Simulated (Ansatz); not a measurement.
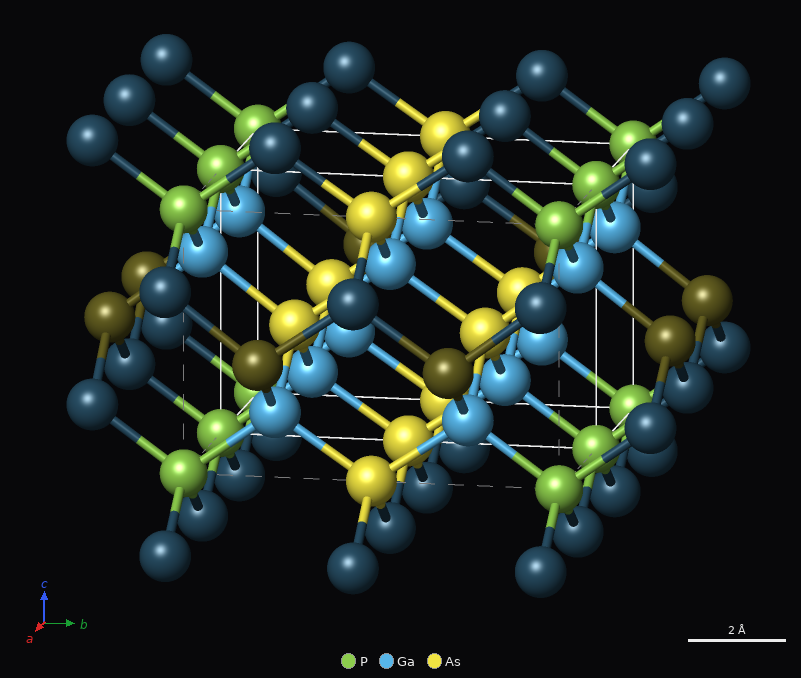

Ball-and-stick drawing of the structure, looking slightly off an axis. The drawing covers 2×1×1 cells, and the solid lines enclose one conventional unit cell. The first bonded neighbours in the surrounding cells are also shown, in fainter colours.

Ga$_{4}$As$_{3}$P, space group Pmm2 (No. 25), a = 3.97 Å, b = 7.94 Å, c = 5.61 Å, α = 90.00°, β = 90.00°, γ = 90.00°.

Results below were computed with Ansatz 0.2.0, difference of finished runs, DFT, HSE06, plane waves, PAW; the settings were plane waves up to 420 eV.

Question: Does it come out as a metal, or with a gap?

Answer: A semiconductor at this level, with a gap of 1.68 eV.

Source of the structure: a structure type filled with these elements by a generator (whether the compound takes this form wasn't checked). Earlier steps of the study, as a rule a relaxation of our own, may have changed the cell and positions, so they can lie some per cent off the listed ones. It was run through Ansatz as a DFT input.
